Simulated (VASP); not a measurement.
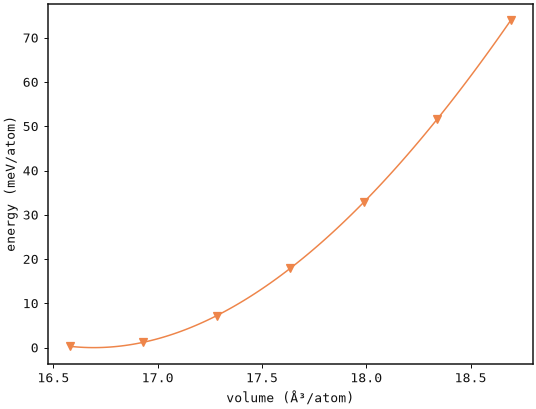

Plotted: energy against volume.

Calculation (VASP 6.6.1): plane-wave DFT, no spin polarisation; energies at scaled volumes of the given cell, shape and fractions fixed, counted from the fit's minimum, third-order Birch-Murnaghan fit. Level: PBEsol.

> For which of these solids was it computed?
A. Ga, I4/mmm (No. 139)
B. Bi, Im-3m (No. 229)
C. Ti, P6_3/mmc (No. 194)

C, Ti: energy from 0.30 meV/atom to 74.02 meV/atom, V0 16.69 Å³/atom, B0 117 GPa. The others give: Ga, energy from 0.04 meV/atom to 12.37 meV/atom, V0 17.65 Å³/atom, B0 62.2 GPa; Bi, energy from 0.20 meV/atom to 45.43 meV/atom, V0 30.05 Å³/atom, B0 60.2 GPa.

For Bi, limits of the calculation: spin-orbit coupling left out, heavy elements.

For Ga, limits of the calculation: shape and atomic fractions are frozen while scaling, which makes layered, chain and framework solids too stiff.

For Ti, limits of the calculation: shape and atomic fractions are frozen while scaling, which makes layered, chain and framework solids too stiff.
